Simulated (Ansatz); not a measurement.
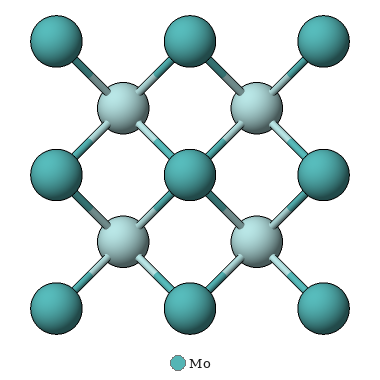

The system is H on a Mo(100) slab cut from the Im-3m phase, its upper half relaxed before the scan (16 atoms of substrate and one adsorbate in a 2 × 2 cell); the picture shows it without the atoms that are moved over the map. H is moved over the surface cell; relaxed at each place: the height of the adsorbate's atoms; substrate rigid; the origin of the map has the adsorbate above Mo13. Places are given modulo a cell vector. The map is drawn in real space over the plane of the surface. The scan uses an 8 × 8 grid; 15 points were computed and 49 follow by symmetry. Places are given in fractions of the 1 × 1 surface cell. Energies are in eV, from the lowest grid point. Theory: Ansatz, DFT PBE, scalar-relativistic, plane waves, PAW. Settings: cutoff 420 eV, k-mesh 4×4×1, gaussian smearing 0.1 eV, no spin polarisation.

Range: position of H17 along the first surface vector from 0.000 to 0.875; position of H17 along the second surface vector from 0.000 to 0.875.

**Predict the map.**

The lowest grid point is at a bridge site between two Mo atoms, (0/8, 4/8) of the cell vectors. The same energy is found at a bridge site between two Mo atoms, (4/8, 0/8) of the cell vectors. The highest grid point, the top site over a surface Mo atom, (0/8, 0/8) of the cell vectors, lies 0.67 eV above the lowest. At the lowest point the adsorbate has 2 Mo at 1.91 Å as nearest neighbours, at the highest 1 Mo at 1.78 Å. Its relaxed height above the top atom is 1.07 Å at the lowest and 1.78 Å at the highest point.

```tsv
second ↓, first →	0/8	1/8	2/8	3/8	4/8	5/8	6/8	7/8
7/8	0.65	0.63	0.54	0.29	0.04	0.29	0.54	0.63
6/8	0.53	0.54	0.51	0.33	0.08	0.33	0.51	0.54
5/8	0.27	0.29	0.33	0.17	0.03	0.17	0.33	0.29
4/8	0.00	0.04	0.08	0.03	0.04	0.03	0.08	0.04
3/8	0.27	0.29	0.33	0.17	0.03	0.17	0.33	0.29
2/8	0.53	0.54	0.51	0.33	0.08	0.33	0.51	0.54
1/8	0.65	0.63	0.54	0.29	0.04	0.29	0.54	0.63
0/8	0.67	0.65	0.53	0.27	0.00	0.27	0.53	0.65
```

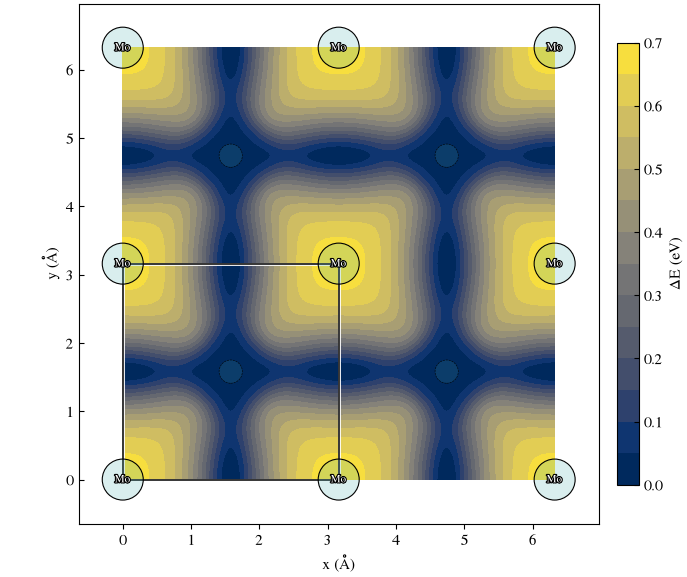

Drawn: filled contours, labelled circles for the atoms of the top layer and small ones for the second layer, the outline of one cell of the 2 × 2 shown. Between grid points the surface is interpolated.

Time for the 15 points that were run: 17 min on 4 threads of Intel(R) Xeon(R) Platinum 8488C (Sapphire Rapids) (shared host).

PAW datasets: the set soft_1.
